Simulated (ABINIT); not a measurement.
HfB₂: elastic calculation (part 3 of 3)

Continued. System: HfB₂ (3 atoms in the cell). Method: Kohn-Sham DFT of a periodic cell, PBE, SPMS NC PBE v1.0, no spin polarisation (ABINIT 10.8.3); cutoff 816.34 eV, 8×8×6 k-mesh, fermi-dirac of 0.05 eV. The structure derives from an entry of the Crystallography Open Database. The settings are looser than a standard set-up, so the numbers are not reference values.

Geometry of the input (Å; fractional positions):
```
3.1448  0.0000  0.0000
-1.5724  2.7235  0.0000
0.0000  0.0000  3.4910
Hf 0.0000  0.0000  0.0000
B  0.6667  0.3333  0.5000
B  0.3333  0.6667  0.5000
```

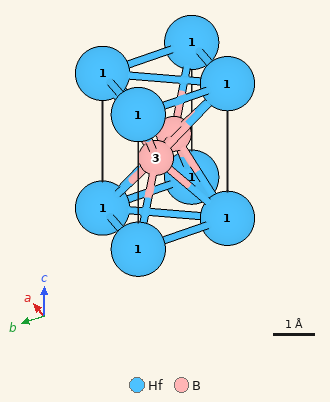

*The structure as given in the input (ball-and-stick view of the cell of the calculation, seen at an oblique angle; atoms are numbered from 1 in the order of the input). An atom can appear more than once, as a periodic image.*

### Output, continued
```
 At SCF step    6       vres2   =  2.29E-09 < tolvrs=  1.00E-08 =>converged.
================================================================================

 ----iterations are completed or convergence reached----

 Mean square residual over all n,k,spin=   48.447E-07; max=  37.444E-04

 2DEtotal=    0.1802032040E+01 Ha. Also 2DEtotal=    0.490357898692E+02 eV
    (2DErelax=   -2.2832681829E+01 Ha. 2DEnonrelax=    2.4634713869E+01 Ha)
    (  non-var. 2DEtotal :    1.8020316652E+00 Ha)

--------------------------------------------------------------------------------
 Perturbation wavevector (in red.coord.)   0.000000  0.000000  0.000000
 Found     4 symmetries that leave the perturbation invariant.
 symkpt : the number of k-points, thanks to the symmetries,
 is reduced to   102 .

--------------------------------------------------------------------------------

--------------------------------------------------------------------------------

 dfpt_looppert : total number of electrons, from k and k+q
  fully or partially occupied states are    1.800000E+01 and    1.800000E+01.
 Initialisation of the first-order wave-functions :
  ireadwf=   0

--- !BeginCycle
iteration_state: {dtset: 2, }
solver: {iscf: 7, nstep: 80, nline: 4, wfoptalg: 0, }
tolerances: {tolvrs: 1.00E-08, }
...

     iter   2DEtotal(Ha)        deltaE(Ha) residm    vres2
-ETOT  1   3.0847847329402     -2.084E+01 1.744E+01 2.594E+03
 ETOT  2   1.7453077611738     -1.339E+00 6.859E-02 1.308E+01
 ETOT  3   1.7366851395984     -8.623E-03 1.116E-02 4.714E-01
 ETOT  4   1.7365079091304     -1.772E-04 4.093E-03 7.603E-04
 ETOT  5   1.7365076132822     -2.958E-07 4.446E-04 3.834E-06
 ETOT  6   1.7365076119533     -1.329E-09 1.718E-04 1.808E-08
 ETOT  7   1.7365076119473     -6.022E-12 1.932E-05 4.225E-10

 At SCF step    7       vres2   =  4.22E-10 < tolvrs=  1.00E-08 =>converged.
================================================================================

 ----iterations are completed or convergence reached----

 Mean square residual over all n,k,spin=   26.794E-09; max=  19.318E-06

 2DEtotal=    0.1736507612E+01 Ha. Also 2DEtotal=    0.472527793478E+02 eV
    (2DErelax=   -2.2190901596E+01 Ha. 2DEnonrelax=    2.3927409208E+01 Ha)
    (  non-var. 2DEtotal :    1.7365075362E+00 Ha)

================================================================================

 ---- first-order wavefunction calculations are completed ----

 ==> Compute Derivative Database <==

  Dynamical matrix, in cartesian coordinates,
   if specified in the inputs, asr has been imposed
     j1       j2             matrix element
  dir pert dir pert     real part    imaginary part

   1    1   1    1         0.1373552215        -0.0000000000
   1    1   1    2        -0.0686776107         0.0000000000
   1    1   1    3        -0.0686776107         0.0000000000

   2    1   2    1         0.1373552162         0.0000000000
   2    1   2    2        -0.0686776081         0.0000000000
   2    1   2    3        -0.0686776081        -0.0000000000

   3    1   3    1         0.1545421719         0.0000000000
   3    1   3    2        -0.0772710860         0.0000000000
   3    1   3    3        -0.0772710860        -0.0000000000

   1    2   1    1        -0.0686776781        -0.0000000000
   1    2   1    2         0.1583007485         0.0000000000
   1    2   1    3        -0.0896230705         0.0000000000

   2    2   2    1        -0.0686776754        -0.0000000000
   2    2   2    2         0.1583007457         0.0000000000
   2    2   2    3        -0.0896230702        -0.0000000000

   3    2   3    1        -0.0772713905        -0.0000000000
   3    2   3    2         0.0957985753        -0.0000000000
   3    2   3    3        -0.0185271849         0.0000000000

   1    3   1    1        -0.0686776781        -0.0000000000
   1    3   1    2        -0.0896230705        -0.0000000000
   1    3   1    3         0.1583007485         0.0000000000

   2    3   2    1        -0.0686776754         0.0000000000
   2    3   2    2        -0.0896230702         0.0000000000
   2    3   2    3         0.1583007457        -0.0000000000

   3    3   3    1        -0.0772713905         0.0000000000
   3    3   3    2        -0.0185271849        -0.0000000000
   3    3   3    3         0.0957985753        -0.0000000000

  Rigid-atom elastic tensor , in cartesian coordinates,
     j1       j2             matrix element
  dir pert dir pert     real part    imaginary part

   1    6   1    6         0.0197811546         0.0000000000
   1    6   2    6         0.0025686381         0.0000000000
   1    6   3    6         0.0043575387         0.0000000000

   2    6   1    6         0.0025686382         0.0000000000
   2    6   2    6         0.0197810500         0.0000000000
   2    6   3    6         0.0043575433         0.0000000000

   3    6   1    6         0.0043575761         0.0000000000
   3    6   2    6         0.0043575086         0.0000000000
   3    6   3    6         0.0148693846         0.0000000000

   1    7   1    7         0.0089309313         0.0000000000

   2    7   2    7         0.0089309303         0.0000000000

   3    7   3    7         0.0086061905         0.0000000000

  Internal strain coupling parameters, in cartesian coordinates,
   zero average net force deriv. has been imposed
     j1       j2             matrix element
  dir pert dir pert     real part    imaginary part

   1    2   3    7         0.0005610796         0.0000000000

   2    2   1    6         0.0005667877         0.0000000000
   2    2   2    6        -0.0005648604         0.0000000000

   1    3   3    7        -0.0005610796         0.0000000000

   2    3   1    6        -0.0005667880         0.0000000000
   2    3   2    6         0.0005648601         0.0000000000

  Phonon wavevector (reduced coordinates) :  0.00000  0.00000  0.00000
 Phonon energies in Hartree :
   0.000000E+00  0.000000E+00  0.000000E+00  1.976626E-03  1.976626E-03
   2.096650E-03  2.408569E-03  3.546877E-03  3.546877E-03
 Phonon frequencies in cm-1    :
   0.000000E+00  0.000000E+00  0.000000E+00  4.338192E+02  4.338192E+02
   4.601615E+02  5.286198E+02  7.784495E+02  7.784495E+02

== END DATASET(S) ==============================================================
================================================================================

 -outvars: echo values of variables after computation  --------
            acell      5.9428551631E+00  5.9428551488E+00  6.5969743369E+00 Bohr
           etotal1    -6.2472679588E+01
           etotal2     1.7365076119E+00
            fcart1     9.6659091493E-28 -1.6741845801E-27 -0.0000000000E+00
                      -4.8329545746E-28  8.3709229007E-28 -0.0000000000E+00
                      -4.8329545746E-28  8.3709229007E-28 -0.0000000000E+00
            fcart2     0.0000000000E+00  0.0000000000E+00  0.0000000000E+00
                       0.0000000000E+00  0.0000000000E+00  0.0000000000E+00
                       0.0000000000E+00  0.0000000000E+00  0.0000000000E+00
            rprim      1.0000000000E+00  0.0000000000E+00  0.0000000000E+00
                      -5.0000000120E-01  8.6602540310E-01  0.0000000000E+00
                       0.0000000000E+00  0.0000000000E+00  1.0000000000E+00
           strten1    -7.5181316802E-06 -7.5180066410E-06  1.6496288487E-05
                       0.0000000000E+00  0.0000000000E+00 -7.0579064228E-14
           strten2     0.0000000000E+00  0.0000000000E+00  0.0000000000E+00
                       0.0000000000E+00  0.0000000000E+00  0.0000000000E+00
           xangst      0.0000000000E+00  0.0000000000E+00  0.0000000000E+00
                       1.5724117589E+00  9.0783234940E-01  1.7454842388E+00
                       6.5524032496E-12  1.8156646988E+00  1.7454842388E+00
             xred      0.0000000000E+00  0.0000000000E+00  0.0000000000E+00
                       6.6666666667E-01  3.3333333333E-01  5.0000000000E-01
                       3.3333333333E-01  6.6666666667E-01  5.0000000000E-01
 Calculation completed.
```

### Key numbers

```csv
quantity,value
outcome,converged
space group (tolerance 0.01 Å),P6/mmm (191)
electrons treated,18
free energy,−1699.9682 eV
Fermi energy,10.294 eV
pressure,−0.01 GPa
largest force (length of the vector),under 0.001 eV/Å
hardware,"4 threads of Intel Xeon @ 2.50GHz (Skylake/Cascade Lake), 189 GiB of memory available, shared host"
wall time,6.2 min (CPU time 25 min)
peak memory,0.44 GiB
```

### Remarks

The settings depart from the standard set-up of this series, which can bear on the numbers. Points of doubt noted for this run: k mesh coarse for metal response. Spin–orbit coupling is left out, which matters for Hf.
